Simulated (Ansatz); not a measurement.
# Lithium, bcc under LDA: convergence with the plane-wave cutoff, part 2 of 2

A convergence test of the plane-wave cutoff. The geometry was relaxed under LDA beforehand and stays fixed; 9 values are run, from 150 to 800 eV. Wanted are the values from which on the energy stays within 10 and 1 meV/atom, and the pressure within 0.5 GPa, of the last run. Within the series other settings stay, but some runs also write fields, which adds to their time. Spin polarisation is left out.

Ansatz 0.2.0; DFT LDA, plane waves with PAW, scalar-relativistic. The steps go on from the part before.

### Step 7. With a cutoff of 350 eV

The run at 350 eV.

input.yaml

```yaml
crystal:
  lattice:
    - [-1.6816320888, 1.6816320888, 1.6816320888]
    - [1.6816320888, -1.6816320888, 1.6816320888]
    - [1.6816320888, 1.6816320888, -1.6816320888]
  atoms:
    - { symbol: Li, position: [0.0, 0.0, 0.0] }
hamiltonian:
  xc: lda
  pseudopotentials:
    kind: paw
    azcp:
      Li: "pseudopotentials/Li.paw.azcp"
basis:
  ecutwfc: 350
  fft_grid_basis: typed
kpoints:
  mp_grid: { grid: [13, 13, 13], shift: [0, 0, 0] }
magnetization:
  spin_polarized: false
scf:
  occupations: { method: fermi_dirac, width: 0.1 }
  lower_state_search: "off"
output:
  stress: true
```

Launch:

```console
$ ansatz run input.yaml --threads 2 --pin off --max-ram 5120MiB --backend cpu --events-out ev --progress --plain --runs-dir out
```

Standard output:

```text
Warning: basis.ecutwfc = 350 eV is below the records' recommended 420 eV, and the density's cutoff is lower with it unless basis.ecutrho_ratio is high enough to keep the records' density cutoff: compare with a run at a higher cutoff
Warning: <dir> the record states the generating functional pbe (its physics header spells it `PBE`), which answers neither for hamiltonian.xc's functional nor for the lda family's — results may be inconsistent (PPs are generated against a specific XC)
Warning: RAYON_NUM_THREADS=2 ignored (pool sized by the plan → 2); use --threads N
Engine: ansatz 0.2.0, x86_64-unknown-linux-gnu
Pseudopotentials: kind: paw
Pseudopotential: Li, paw, valence charge 3, recommended cutoff 420 eV (normal), <dir>
Functional definition: SPW92
  exchange = slater_x
  correlation = pw_c
Crystal: 1 atoms, lattice volume = 19.022 Å³
Basis set: ecut = 350 eV, 321 PW (Γ)
Bands: 6, of which v1, the nominal top of the filled ones, is band 2 counted from 1 (1 counted from 0)
Symmetry: 48 space group operations
Space group: Im-3m (ITA 229), of the structure as read, at distance tolerance 2.7e-5 Å
k-points: 84 of 2197
Non-local potential: Li, projectors of the file, l = 0: 3, l = 1: 2, l = 2: 1
PAW form: soft (Blöchl's): semilocal exchange-correlation on the pseudo side does not see the compensation charge
PAW one-centre angular grid: Li, 110 points (default); XC on 64 Gauss nodes
Initial density: superposition of atomic densities (neutral atoms: chi_scale 0, normalization atom), corrected by the library's trained network
Initial wavefunctions: pseudopotential atomic-orbital guess
Functional: x = slater, c = lda
SCF iter   1: F=—  HF=-201.652993 eV  |F-HF|=—  |Δ(HF+E_count)|=         —  Δρ=4.55e-3  dr2=1.06e-3  ethr=1.77e-3  ⟨swp⟩=4.0  Hψ=3882  notcnv=0
preconditioner: auto → none  [metal: Δε(μ)=0.023 eV  Ē_g=11.047 eV  σ=0.100 eV  W_gap=0.06  n_scr=0 (ndim 8)  ℏωp=8.5 eV  f_vac=0.000  D(μ)=0.45/eV (n_scr^D=0)]
SCF iter   2: F=—  HF=-201.649252 eV  |F-HF|=—  |Δ(HF+E_count)|=   3.74e-3  Δρ=1.79e-3  dr2=1.62e-4  ethr=3.54e-5  ⟨swp⟩=2.0  Hψ=1320  notcnv=0
SCF iter   3: F=—  HF=-201.648616 eV  |F-HF|=—  |Δ(HF+E_count)|=   6.36e-4  Δρ=6.81e-5  dr2=1.08e-6  ethr=5.40e-6  ⟨swp⟩=2.1  Hψ=631  notcnv=0  defer=1
SCF iter   4: F=—  HF=-201.648616 eV  |F-HF|=—  |Δ(HF+E_count)|=   6.24e-7  Δρ=6.89e-6  dr2=3.87e-9  ethr=3.60e-8  ⟨swp⟩=1.2  Hψ=520  notcnv=0  defer=1
iter 5 did not close the SCF: its close was put off for the readings that it lacked (scf_convergence_deferred on its scf_iter line)
SCF iter   5: F=-201.648616 eV  HF=-201.648616 eV  |F-HF|=4.21e-12  |Δ(HF+E_count)|=   1.12e-9  Δρ=2.04e-7  dr2=3.49e-12  ethr=1.29e-10  ⟨swp⟩=2.2  Hψ=633  notcnv=0  defer=1
SCF iter   6: F=-201.648616 eV  HF=-201.648616 eV  |F-HF|=8.53e-14  |Δ(HF+E_count)|=  2.05e-12  Δρ=1.87e-9  dr2=1.81e-16  ethr=1.00e-12  ⟨swp⟩=1.0  Hψ=1254  notcnv=0
SCF 1 converged in 6 iterations: F = -201.648616 eV  dr2 = 1.81e-16
SCF converged after 6 iterations
Free energy (F): -201.648616 eV
Harris-Foulkes:  -201.648616 eV  (|F-HF|=8.53e-14)
Internal energy: -201.633466 eV  (E = F + TS)
E sigma→0 (E₀):  -201.641041 eV
Entropy (-TS):   -0.015151 eV (-15.151 meV/atom)
Fermi energy:    1.145237 eV
--- Per-component energies (eV) ---
  E_band       = -89.010669
  E_kinetic    = 21.390506
  E_local      = -129.804259  (includes V_loc(G=0)·N_el)
  E_nonlocal   = -33.063078
  E_hartree    = 38.370661
  E_xc         = -9.940134
  E_vxc        = -12.953268  (∫ρ·V_xc dr)
  E_paw        = -18.471734  (= ΣΔE_a)
  E_vpaw       = -11.321836  (= ΣTr[D̂ρ^β])
  E_aug_tail   = -0.000055  (compensation charges beyond the density's cutoff)
  E_ewald      = -70.115373
  E_smearing   = -0.015151  (= −TS)
  E_closure    = 0.000000  (closes the sum)
  Σ components = -201.648616   (vs F -201.648616, Δ=0.00e0)
--- Stress (GPa, compression-positive) ---
       -0.017374       0.000000       0.000000
        0.000000      -0.017374      -0.000000
       -0.000000      -0.000000      -0.017374
  P = ⅓ Tr σ = -0.0174 GPa (-0.174 kbar)
```

Run time: 0.55 s. Hardware: 2 threads of Intel Xeon Platinum 8259CL at 2.50GHz (Skylake/Cascade Lake), shared host; peak memory 0.31 GiB.

### Step 8. With a cutoff of 420 eV

The run at 420 eV.

input.yaml: that of step 7 with these lines changed.

```diff
@@ -14,3 +14,3 @@
 basis:
-  ecutwfc: 350
+  ecutwfc: 420
   fft_grid_basis: typed
```

Launch:

```console
$ ansatz run input.yaml --threads 2 --pin off --max-ram 5120MiB --backend cpu --events-out ev --progress --plain --runs-dir out
```

Standard output:

```text
Warning: <dir> the record states the generating functional pbe (its physics header spells it `PBE`), which answers neither for hamiltonian.xc's functional nor for the lda family's — results may be inconsistent (PPs are generated against a specific XC)
Warning: RAYON_NUM_THREADS=2 ignored (pool sized by the plan → 2); use --threads N
[... 6 set-up lines as earlier in the session ...]
Crystal: 1 atoms, lattice volume = 19.022 Å³
Basis set: ecut = 420 eV, 369 PW (Γ)
Bands: 6, of which v1, the nominal top of the filled ones, is band 2 counted from 1 (1 counted from 0)
[... 2 set-up lines as earlier in the session ...]
k-points: 84 of 2197
[... 6 set-up lines as earlier in the session ...]
SCF iter   1: F=—  HF=-201.653039 eV  |F-HF|=—  |Δ(HF+E_count)|=         —  Δρ=4.55e-3  dr2=1.06e-3  ethr=1.77e-3  ⟨swp⟩=3.3  Hψ=3837  notcnv=0
preconditioner: auto → none  [metal: Δε(μ)=0.023 eV  Ē_g=11.047 eV  σ=0.100 eV  W_gap=0.06  n_scr=0 (ndim 8)  ℏωp=8.5 eV  f_vac=0.000  D(μ)=0.45/eV (n_scr^D=0)]
SCF iter   2: F=—  HF=-201.649300 eV  |F-HF|=—  |Δ(HF+E_count)|=   3.74e-3  Δρ=1.77e-3  dr2=1.59e-4  ethr=3.55e-5  ⟨swp⟩=2.1  Hψ=1353  notcnv=0
SCF iter   3: F=—  HF=-201.648674 eV  |F-HF|=—  |Δ(HF+E_count)|=   6.27e-4  Δρ=6.91e-5  dr2=1.06e-6  ethr=5.29e-6  ⟨swp⟩=2.1  Hψ=631  notcnv=0  defer=1
SCF iter   4: F=—  HF=-201.648673 eV  |F-HF|=—  |Δ(HF+E_count)|=   4.79e-7  Δρ=4.15e-6  dr2=3.37e-9  ethr=3.53e-8  ⟨swp⟩=1.0  Hψ=500  notcnv=0  defer=1
iter 5 did not close the SCF: its close was put off for the readings that it lacked (scf_convergence_deferred on its scf_iter line)
SCF iter   5: F=-201.648673 eV  HF=-201.648673 eV  |F-HF|=1.28e-12  |Δ(HF+E_count)|=   1.58e-9  Δρ=9.94e-8  dr2=9.78e-13  ethr=1.12e-10  ⟨swp⟩=1.3  Hψ=525  notcnv=0  defer=1
SCF iter   6: F=-201.648673 eV  HF=-201.648673 eV  |F-HF|=2.84e-14  |Δ(HF+E_count)|=  1.31e-12  Δρ=2.41e-9  dr2=3.36e-16  ethr=1.00e-12  ⟨swp⟩=1.0  Hψ=1252  notcnv=0
SCF 1 converged in 6 iterations: F = -201.648673 eV  dr2 = 3.36e-16
SCF converged after 6 iterations
Free energy (F): -201.648673 eV
Harris-Foulkes:  -201.648673 eV  (|F-HF|=2.84e-14)
Internal energy: -201.633523 eV  (E = F + TS)
E sigma→0 (E₀):  -201.641098 eV
Entropy (-TS):   -0.015151 eV (-15.151 meV/atom)
Fermi energy:    1.145218 eV
--- Per-component energies (eV) ---
  E_band       = -89.010974
  E_kinetic    = 21.390683
  E_local      = -129.805712  (includes V_loc(G=0)·N_el)
  E_nonlocal   = -33.061854
  E_hartree    = 38.371484
  E_xc         = -9.940026
  E_vxc        = -12.953127  (∫ρ·V_xc dr)
  E_paw        = -18.472754  (= ΣΔE_a)
  E_vpaw       = -11.323960  (= ΣTr[D̂ρ^β])
  E_aug_tail   = 0.000029  (compensation charges beyond the density's cutoff)
  E_ewald      = -70.115373
  E_smearing   = -0.015151  (= −TS)
  E_closure    = 0.000000  (closes the sum)
  Σ components = -201.648673   (vs F -201.648673, Δ=0.00e0)
--- Stress (GPa, compression-positive) ---
       -0.017549       0.000000       0.000000
        0.000000      -0.017549      -0.000000
        0.000000       0.000000      -0.017549
  P = ⅓ Tr σ = -0.0175 GPa (-0.175 kbar)
```

Run time: 0.67 s. Hardware: 2 threads of Intel Xeon Platinum 8259CL at 2.50GHz (Skylake/Cascade Lake), shared host; peak memory 0.31 GiB.

### Step 9. With a cutoff of 500 eV

The run at 500 eV.

input.yaml: that of step 8 with these lines changed.

```diff
@@ -14,3 +14,3 @@
 basis:
-  ecutwfc: 420
+  ecutwfc: 500
   fft_grid_basis: typed
@@ -25 +25,5 @@
   stress: true
+  write_density: true
+  write_potential: true
+  elf: true
+  volumetric_format: npy
```

Launch:

```console
$ ansatz run input.yaml --threads 2 --pin off --max-ram 5120MiB --backend cpu --events-out ev --progress --plain --runs-dir out
```

Standard output:

```text
Warning: <dir> the record states the generating functional pbe (its physics header spells it `PBE`), which answers neither for hamiltonian.xc's functional nor for the lda family's — results may be inconsistent (PPs are generated against a specific XC)
Warning: RAYON_NUM_THREADS=2 ignored (pool sized by the plan → 2); use --threads N
[... 6 set-up lines as earlier in the session ...]
Crystal: 1 atoms, lattice volume = 19.022 Å³
Basis set: ecut = 500 eV, 459 PW (Γ)
Bands: 6, of which v1, the nominal top of the filled ones, is band 2 counted from 1 (1 counted from 0)
[... 2 set-up lines as earlier in the session ...]
k-points: 84 of 2197
[... 6 set-up lines as earlier in the session ...]
SCF iter   1: F=—  HF=-201.653231 eV  |F-HF|=—  |Δ(HF+E_count)|=         —  Δρ=4.52e-3  dr2=1.04e-3  ethr=1.77e-3  ⟨swp⟩=3.4  Hψ=3866  notcnv=0
preconditioner: auto → none  [metal: Δε(μ)=0.023 eV  Ē_g=11.047 eV  σ=0.100 eV  W_gap=0.06  n_scr=0 (ndim 8)  ℏωp=8.5 eV  f_vac=0.000  D(μ)=0.45/eV (n_scr^D=0)]
SCF iter   2: F=—  HF=-201.649452 eV  |F-HF|=—  |Δ(HF+E_count)|=   3.78e-3  Δρ=1.76e-3  dr2=1.55e-4  ethr=3.48e-5  ⟨swp⟩=2.1  Hψ=1398  notcnv=0
SCF iter   3: F=—  HF=-201.648820 eV  |F-HF|=—  |Δ(HF+E_count)|=   6.32e-4  Δρ=6.91e-5  dr2=1.06e-6  ethr=5.17e-6  ⟨swp⟩=2.0  Hψ=643  notcnv=0  defer=1
SCF iter   4: F=—  HF=-201.648821 eV  |F-HF|=—  |Δ(HF+E_count)|=   4.38e-7  Δρ=4.21e-6  dr2=3.51e-9  ethr=3.53e-8  ⟨swp⟩=1.0  Hψ=500  notcnv=0  defer=1
iter 5 did not close the SCF: its close was put off for the readings that it lacked (scf_convergence_deferred on its scf_iter line)
SCF iter   5: F=-201.648821 eV  HF=-201.648821 eV  |F-HF|=1.45e-12  |Δ(HF+E_count)|=   1.64e-9  Δρ=1.11e-7  dr2=1.11e-12  ethr=1.17e-10  ⟨swp⟩=1.2  Hψ=521  notcnv=0  defer=1
SCF iter   6: F=-201.648821 eV  HF=-201.648821 eV  |F-HF|=5.68e-14  |Δ(HF+E_count)|=  1.90e-12  Δρ=3.18e-9  dr2=5.80e-16  ethr=1.00e-12  ⟨swp⟩=2.7  Hψ=1499  notcnv=0
the search or the solves at the SCF's close seem to have found levels that the self-consistency loop had missed (the run counts 1). By its estimate they hold under 1e-12 electrons; where the run keeps them, the occupations were computed again with them
SCF 1 converged in 6 iterations: F = -201.648821 eV  dr2 = 5.80e-16
SCF converged after 6 iterations
Free energy (F): -201.648821 eV
Harris-Foulkes:  -201.648821 eV  (|F-HF|=5.68e-14)
Internal energy: -201.633671 eV  (E = F + TS)
E sigma→0 (E₀):  -201.641246 eV
Entropy (-TS):   -0.015150 eV (-15.150 meV/atom)
Fermi energy:    1.145179 eV
--- Per-component energies (eV) ---
  E_band       = -89.012762
  E_kinetic    = 21.392254
  E_local      = -129.810534  (includes V_loc(G=0)·N_el)
  E_nonlocal   = -33.057920
  E_hartree    = 38.374439
  E_xc         = -9.939833
  E_vxc        = -12.952879  (∫ρ·V_xc dr)
  E_paw        = -18.476599  (= ΣΔE_a)
  E_vpaw       = -11.332455  (= ΣTr[D̂ρ^β])
  E_aug_tail   = -0.000106  (compensation charges beyond the density's cutoff)
  E_ewald      = -70.115373
  E_smearing   = -0.015150  (= −TS)
  E_closure    = -0.000000  (closes the sum)
  Σ components = -201.648821   (vs F -201.648821, Δ=0.00e0)
--- Stress (GPa, compression-positive) ---
       -0.017819       0.000000       0.000000
        0.000000      -0.017819      -0.000000
       -0.000000       0.000000      -0.017819
  P = ⅓ Tr σ = -0.0178 GPa (-0.178 kbar)
--- Band table (eV; the first three rows and the last of 84) ---
  k-point 0: bands = ["-44.3950", "-2.4746", "16.1105", "16.1105", "16.1105", "21.2681"]
  k-point 1: bands = ["-44.3935", "-2.3622", "15.3603", "15.5635", "15.9178", "19.7686"]
  k-point 2: bands = ["-44.3891", "-2.0245", "13.2810", "14.5007", "15.3918", "18.4725"]
  k-point 83: bands = ["-44.3494", "5.9894", "6.8432", "6.8432", "9.3231", "10.1386"]
```

Wall time 1 s (2 threads of Intel Xeon Platinum 8259CL at 2.50GHz (Skylake/Cascade Lake), shared host); peak memory 0.33 GiB.

### Step 10. With a cutoff of 600 eV

The run at 600 eV.

input.yaml: that of step 9 with these lines changed.

```diff
@@ -14,3 +14,3 @@
 basis:
-  ecutwfc: 500
+  ecutwfc: 600
   fft_grid_basis: typed
@@ -25,5 +25 @@
   stress: true
-  write_density: true
-  write_potential: true
-  elf: true
-  volumetric_format: npy
```

Launch:

```console
$ ansatz run input.yaml --threads 2 --pin off --max-ram 5120MiB --backend cpu --events-out ev --progress --plain --runs-dir out
```

Standard output:

```text
Warning: <dir> the record states the generating functional pbe (its physics header spells it `PBE`), which answers neither for hamiltonian.xc's functional nor for the lda family's — results may be inconsistent (PPs are generated against a specific XC)
Warning: RAYON_NUM_THREADS=2 ignored (pool sized by the plan → 2); use --threads N
[... 6 set-up lines as earlier in the session ...]
Crystal: 1 atoms, lattice volume = 19.022 Å³
Basis set: ecut = 600 eV, 627 PW (Γ)
Bands: 6, of which v1, the nominal top of the filled ones, is band 2 counted from 1 (1 counted from 0)
[... 2 set-up lines as earlier in the session ...]
k-points: 84 of 2197
[... 6 set-up lines as earlier in the session ...]
SCF iter   1: F=—  HF=-201.653308 eV  |F-HF|=—  |Δ(HF+E_count)|=         —  Δρ=4.50e-3  dr2=1.04e-3  ethr=1.77e-3  ⟨swp⟩=3.5  Hψ=3888  notcnv=0
preconditioner: auto → none  [metal: Δε(μ)=0.023 eV  Ē_g=11.047 eV  σ=0.100 eV  W_gap=0.06  n_scr=0 (ndim 8)  ℏωp=8.5 eV  f_vac=0.000  D(μ)=0.45/eV (n_scr^D=0)]
SCF iter   2: F=—  HF=-201.649513 eV  |F-HF|=—  |Δ(HF+E_count)|=   3.80e-3  Δρ=1.75e-3  dr2=1.54e-4  ethr=3.45e-5  ⟨swp⟩=2.0  Hψ=1439  notcnv=0
SCF iter   3: F=—  HF=-201.648880 eV  |F-HF|=—  |Δ(HF+E_count)|=   6.34e-4  Δρ=6.93e-5  dr2=1.06e-6  ethr=5.14e-6  ⟨swp⟩=2.0  Hψ=659  notcnv=0  defer=1
SCF iter   4: F=—  HF=-201.648880 eV  |F-HF|=—  |Δ(HF+E_count)|=   6.67e-7  Δρ=4.29e-6  dr2=3.65e-9  ethr=3.53e-8  ⟨swp⟩=1.0  Hψ=500  notcnv=0  defer=1
iter 5 did not close the SCF: its close was put off for the readings that it lacked (scf_convergence_deferred on its scf_iter line)
SCF iter   5: F=-201.648880 eV  HF=-201.648880 eV  |F-HF|=1.34e-12  |Δ(HF+E_count)|=   1.64e-9  Δρ=1.10e-7  dr2=1.07e-12  ethr=1.22e-10  ⟨swp⟩=1.2  Hψ=517  notcnv=0  defer=1
SCF iter   6: F=-201.648880 eV  HF=-201.648880 eV  |F-HF|=2.84e-14  |Δ(HF+E_count)|=  1.42e-13  Δρ=2.57e-9  dr2=3.73e-16  ethr=1.00e-12  ⟨swp⟩=1.0  Hψ=1253  notcnv=0
SCF 1 converged in 6 iterations: F = -201.648880 eV  dr2 = 3.73e-16
SCF converged after 6 iterations
Free energy (F): -201.648880 eV
Harris-Foulkes:  -201.648880 eV  (|F-HF|=2.84e-14)
Internal energy: -201.633730 eV  (E = F + TS)
E sigma→0 (E₀):  -201.641305 eV
Entropy (-TS):   -0.015150 eV (-15.150 meV/atom)
Fermi energy:    1.145150 eV
--- Per-component energies (eV) ---
  E_band       = -89.013312
  E_kinetic    = 21.393140
  E_local      = -129.812311  (includes V_loc(G=0)·N_el)
  E_nonlocal   = -33.057009
  E_hartree    = 38.375461
  E_xc         = -9.939888
  E_vxc        = -12.952953  (∫ρ·V_xc dr)
  E_paw        = -18.477709  (= ΣΔE_a)
  E_vpaw       = -11.335058  (= ΣTr[D̂ρ^β])
  E_aug_tail   = -0.000042  (compensation charges beyond the density's cutoff)
  E_ewald      = -70.115373
  E_smearing   = -0.015150  (= −TS)
  E_closure    = 0.000000  (closes the sum)
  Σ components = -201.648880   (vs F -201.648880, Δ=0.00e0)
--- Stress (GPa, compression-positive) ---
       -0.018152       0.000000      -0.000000
        0.000000      -0.018152       0.000000
       -0.000000       0.000000      -0.018152
  P = ⅓ Tr σ = -0.0182 GPa (-0.182 kbar)
```

Run time: 0.8 s. Hardware: 2 threads of Intel Xeon Platinum 8259CL at 2.50GHz (Skylake/Cascade Lake), shared host; peak memory 0.32 GiB.

### Step 11. With a cutoff of 800 eV

The run at 800 eV.

input.yaml: that of step 10 with these lines changed.

```diff
@@ -14,3 +14,3 @@
 basis:
-  ecutwfc: 600
+  ecutwfc: 800
   fft_grid_basis: typed
@@ -25 +25,5 @@
   stress: true
+  write_density: true
+  write_potential: true
+  elf: true
+  volumetric_format: npy
```

Launch:

```console
$ ansatz run input.yaml --threads 2 --pin off --max-ram 5120MiB --backend cpu --events-out ev --progress --plain --runs-dir out
```

Standard output:

```text
Warning: <dir> the record states the generating functional pbe (its physics header spells it `PBE`), which answers neither for hamiltonian.xc's functional nor for the lda family's — results may be inconsistent (PPs are generated against a specific XC)
Warning: RAYON_NUM_THREADS=2 ignored (pool sized by the plan → 2); use --threads N
[... 6 set-up lines as earlier in the session ...]
Crystal: 1 atoms, lattice volume = 19.022 Å³
Basis set: ecut = 800 eV, 959 PW (Γ)
Bands: 6, of which v1, the nominal top of the filled ones, is band 2 counted from 1 (1 counted from 0)
[... 2 set-up lines as earlier in the session ...]
k-points: 84 of 2197
[... 6 set-up lines as earlier in the session ...]
SCF iter   1: F=—  HF=-201.653376 eV  |F-HF|=—  |Δ(HF+E_count)|=         —  Δρ=4.51e-3  dr2=1.04e-3  ethr=1.77e-3  ⟨swp⟩=3.8  Hψ=3967  notcnv=0
preconditioner: auto → none  [metal: Δε(μ)=0.023 eV  Ē_g=11.047 eV  σ=0.100 eV  W_gap=0.06  n_scr=0 (ndim 8)  ℏωp=8.5 eV  f_vac=0.000  D(μ)=0.45/eV (n_scr^D=0)]
SCF iter   2: F=—  HF=-201.649582 eV  |F-HF|=—  |Δ(HF+E_count)|=   3.79e-3  Δρ=1.76e-3  dr2=1.55e-4  ethr=3.47e-5  ⟨swp⟩=2.0  Hψ=1446  notcnv=0
SCF iter   3: F=—  HF=-201.648950 eV  |F-HF|=—  |Δ(HF+E_count)|=   6.32e-4  Δρ=6.98e-5  dr2=1.06e-6  ethr=5.17e-6  ⟨swp⟩=2.0  Hψ=659  notcnv=0  defer=1
SCF iter   4: F=—  HF=-201.648951 eV  |F-HF|=—  |Δ(HF+E_count)|=   5.44e-7  Δρ=4.34e-6  dr2=3.67e-9  ethr=3.53e-8  ⟨swp⟩=1.0  Hψ=500  notcnv=0  defer=1
iter 5 did not close the SCF: its close was put off for the readings that it lacked (scf_convergence_deferred on its scf_iter line)
SCF iter   5: F=-201.648951 eV  HF=-201.648951 eV  |F-HF|=1.19e-12  |Δ(HF+E_count)|=   1.64e-9  Δρ=1.10e-7  dr2=1.04e-12  ethr=1.22e-10  ⟨swp⟩=1.2  Hψ=517  notcnv=0  defer=1
SCF iter   6: F=-201.648951 eV  HF=-201.648951 eV  |F-HF|=2.84e-14  |Δ(HF+E_count)|=  4.15e-12  Δρ=1.82e-9  dr2=1.93e-16  ethr=1.00e-12  ⟨swp⟩=2.7  Hψ=1505  notcnv=0
the search or the solves at the SCF's close seem to have found levels that the self-consistency loop had missed (the run counts 1). By its estimate they hold under 1e-12 electrons; where the run keeps them, the occupations were computed again with them
SCF 1 converged in 6 iterations: F = -201.648951 eV  dr2 = 1.93e-16
SCF converged after 6 iterations
Free energy (F): -201.648951 eV
Harris-Foulkes:  -201.648951 eV  (|F-HF|=2.84e-14)
Internal energy: -201.633801 eV  (E = F + TS)
E sigma→0 (E₀):  -201.641376 eV
Entropy (-TS):   -0.015150 eV (-15.150 meV/atom)
Fermi energy:    1.145144 eV
--- Per-component energies (eV) ---
  E_band       = -89.013196
  E_kinetic    = 21.393111
  E_local      = -129.811500  (includes V_loc(G=0)·N_el)
  E_nonlocal   = -33.057943
  E_hartree    = 38.374822
  E_xc         = -9.939967
  E_vxc        = -12.953055  (∫ρ·V_xc dr)
  E_paw        = -18.476931  (= ΣΔE_a)
  E_vpaw       = -11.333433  (= ΣTr[D̂ρ^β])
  E_aug_tail   = -0.000020  (compensation charges beyond the density's cutoff)
  E_ewald      = -70.115373
  E_smearing   = -0.015150  (= −TS)
  E_closure    = -0.000000  (closes the sum)
  Σ components = -201.648951   (vs F -201.648951, Δ=0.00e0)
--- Stress (GPa, compression-positive) ---
       -0.018111      -0.000000      -0.000000
        0.000000      -0.018111       0.000000
        0.000000      -0.000000      -0.018111
  P = ⅓ Tr σ = -0.0181 GPa (-0.181 kbar)
--- Band table (eV; the first three rows and the last of 84) ---
  k-point 0: bands = ["-44.3952", "-2.4747", "16.1104", "16.1104", "16.1104", "21.2680"]
  k-point 1: bands = ["-44.3936", "-2.3623", "15.3602", "15.5635", "15.9177", "19.7686"]
  k-point 2: bands = ["-44.3893", "-2.0246", "13.2810", "14.5007", "15.3917", "18.4725"]
  k-point 83: bands = ["-44.3496", "5.9894", "6.8432", "6.8432", "9.3231", "10.1386"]
```

Wall time 1.1 s (2 threads of Intel Xeon Platinum 8259CL at 2.50GHz (Skylake/Cascade Lake), shared host); peak memory 0.34 GiB.

### Step 12. All values side by side

Differences are taken from the run at 800 eV.

```tsv
cutoff (eV)	plane waves at Γ	E(σ → 0) (meV/atom)	P (GPa)	SCF cycles	CPU time
150	79	1334.95	0.56	6	0.57 s
200	135	212.72	0.12	6	0.92 s
250	177	24.82	-0.01	6	1.1 s
300	225	2.12	-0.01	6	0.78 s
350	321	0.33	-0.02	6	0.86 s
420	369	0.28	-0.02	6	1 s
500	459	0.13	-0.02	6	1.7 s
600	627	0.07	-0.02	6	1.3 s
800	959	0.00	-0.02	6	1.9 s
```

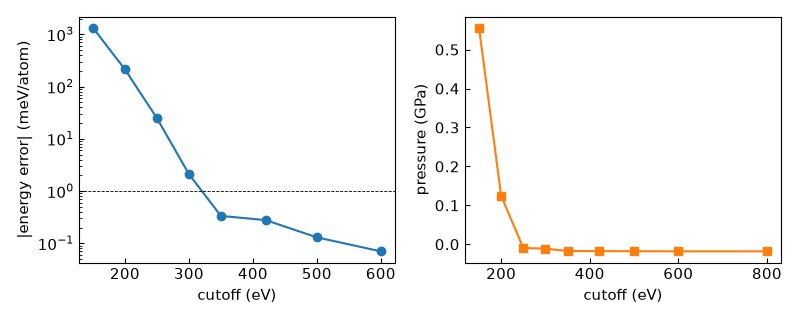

Energy and pressure against the plane-wave cutoff; the dashed line marks 1 meV/atom.

### Step 13. Results

What follows sums up all 2 parts.

```
                                                                      quantity                                value
                                   E(σ → 0) stays within 10 meV/atom of 800 eV                       from 300 eV on
                                              E(σ → 0) stays within 1 meV/atom                       from 350 eV on
                                                 pressure stays within 0.5 GPa                       from 200 eV on
                                                            pressure at 800 eV                            -0.02 GPa
                                               CPU time, dearest over cheapest                                  3.4
run at the usual settings (mesh 22×22×22 against the series' 13×13×13, 420 eV)  +1.2 meV/atom from 800 eV, 0.00 GPa
```

At 150 eV the energy differs by +1335 meV/atom and the pressure by +0.6 GPa. Each step up in cutoff lowers the energy. 1 meV/atom is reached at 350 eV; energy differences often converge earlier, as errors cancel. The cell taken over is 12 % smaller than the measured one (21.61 Å³/atom, COD), which weighs on all values here.
